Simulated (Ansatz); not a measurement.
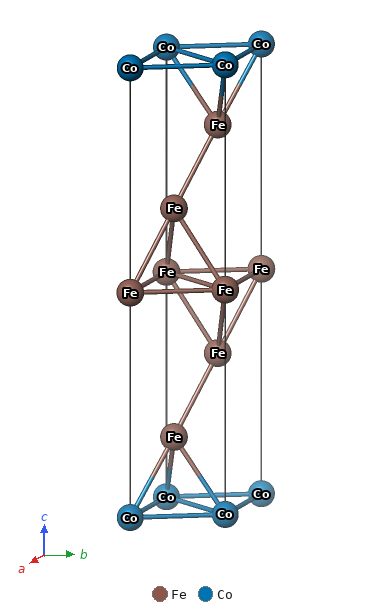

Ball-and-stick drawing of the structure, looking slightly off an axis. The box is the conventional unit cell; atoms on or close to its faces, edges and corners are drawn wherever they repeat. Cell: a = 2.57 Å, b = 2.57 Å, c = 12.41 Å, α = 90.00°, β = 90.00°, γ = 120.00°.

Its origin is a structure type filled with these elements by a generator (whether the compound takes this form wasn't checked). Earlier steps of the study may have refined or changed the cell and positions. A calculation with Ansatz used it as input.

Q: Give a description of the structure.

A: The material is Fe₅Co. It takes space group P-3m1 (No. 164) on a primitive hexagonal lattice. Counting shared atoms by their share gives 5 Fe, 1 Co, or 6 atoms. About every Co there are six Fe and six Co in a cuboctahedral arrangement (about 2.5 Å to Fe, 2.6 Å to Co). Fe takes three kinds of site: 2d with twelve Fe in a cuboctahedral arrangement at about 2.6 Å; 1b with twelve Fe in a cuboctahedral arrangement at about 2.6 Å; 2d with nine Fe and three Co in a cuboctahedral arrangement (about 2.6 Å to Fe, 2.5 Å to Co). The bonds build a three-dimensional framework.

Level of theory and settings: DFT PBE, scalar-relativistic, plane waves, PAW (Ansatz), a cutoff energy of 420 eV, k-mesh 18×18×4, Gaussian smearing of 0.1 eV, collinear spins.

Q: Which atoms carry magnetic moments in this run, and how do they order?

A: The state reached is ferromagnetic. Sizes: Fe 2.6 μB and Co 1.7 μB; net moment 14.5 μB in the run's cell of 6 atoms.

Q: What is the electronic character?

A: A metal: bands cross the Fermi level.

Q: State the Bader charges by element.

A: Fe 0.00 to +0.06 e; Co -0.12 e.

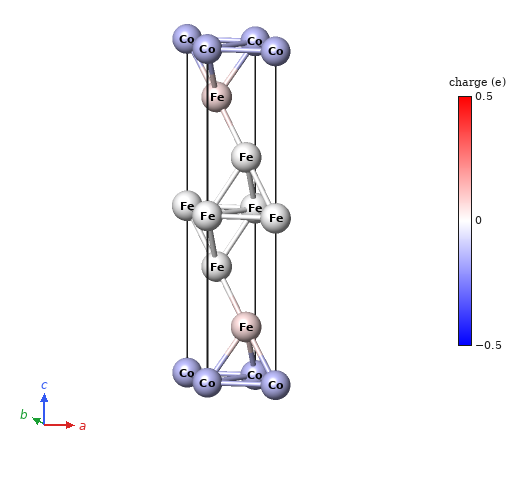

The atoms coloured by those charges. The run's cell of 6 atoms is drawn.

Q: Is this an equilibrium geometry for the method given?

A: Yes. All forces vanish to within 0.01 eV/Å. The pressure is 0.0 GPa, close to zero.
